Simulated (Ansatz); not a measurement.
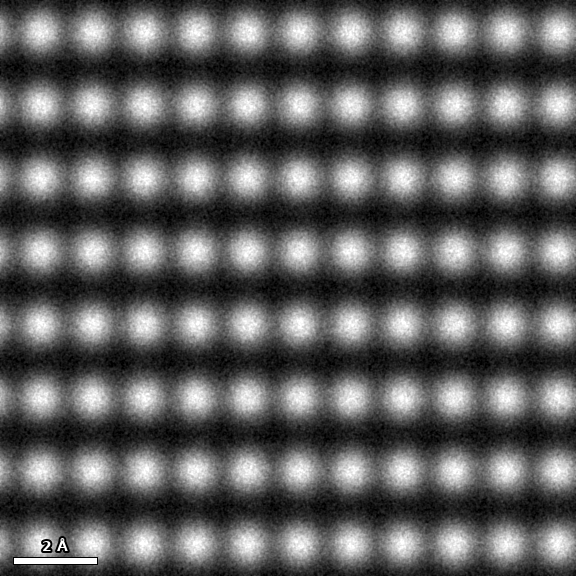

HAADF-like image of C. The image is simulated as a sum over atoms of Z^1.7, blurred by a 0.78 Å probe (no channelling). The probe carries 25 % of its weight in a tail 2.5 times as wide. The display is stretched by a gamma of 0.8; percentages refer to the linear signal. Shot noise was added.

**Measure the repeat of the pattern.**

The pattern repeats on a rectangular net of 1.3 × 1.8 Å.

**Which plane group does this projection have?**

p2mm: mirror lines in two perpendicular directions, with twofold points where they cross.

**How many columns does the smallest repeating cell hold, and how many levels of brightness?**

1 column in the primitive cell of 2.2 Å², all of one brightness.

The crystal is C (Pm-3m, No. 221) seen along [110]. Structure used: a calculation's starting geometry; the starting structure was generated, so it need not be a known form of this composition.
